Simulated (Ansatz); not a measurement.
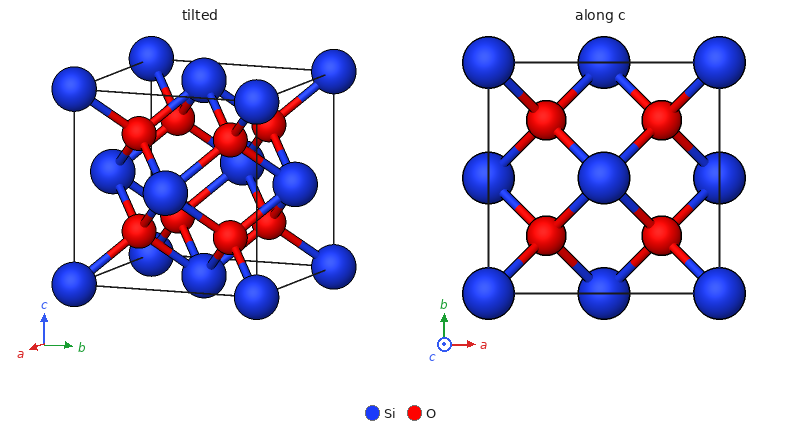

An orthographic ball-and-stick view of the structure, slightly off an axis and along the c axis. The conventional unit cell is outlined; an atom on or near a face, edge or corner is repeated at each equivalent position.

SiO2, fluorite (CaF₂ type), space group Fm-3m (No. 225), a = 4.433 Å, b = 4.433 Å, c = 4.433 Å, α = 90.00°, β = 90.00°, γ = 90.00°. Origin of the cell: a structure type filled with these elements by a generator (whether the compound takes this form wasn't checked). The cell was then strained or its atoms displaced on purpose. It was the input of a calculation with Ansatz.

This one geometry was computed with Ansatz (DFT, plane waves, PAW) at three levels of theory: r2SCAN, HSE06 and PBE. It was relaxed with r2SCAN and then strained.

Q: Which level gives the highest pressure at this volume, and what does that say about its equilibrium volume?

A: Highest: PBE (32.6 GPa), which points to the largest equilibrium volume. Lowest, with the smallest volume: HSE06 (18.2 GPa). Levels within 0.5 GPa of each other can't be told apart.

Q: How does the band gap change with the level of theory?

A: PBE: a gap of 2.14 eV, direct; r2SCAN: a gap of 2.79 eV, direct; HSE06: a gap of 3.69 eV, direct.

Q: Collect the results in a table.

A:
| level | cutoff (eV) | k-mesh of the run's cell | gap (eV) | pressure (GPa) |
| --- | --- | --- | --- | --- |
| r2SCAN | 500 | 10×10×10 | 2.79 | 22.5 |
| HSE06 | 420 | 6×6×6 | 3.69 | 18.2 |
| PBE | 420 | 10×10×10 | 2.14 | 32.6 |

Gaps are taken on the k-mesh or band path of each run.
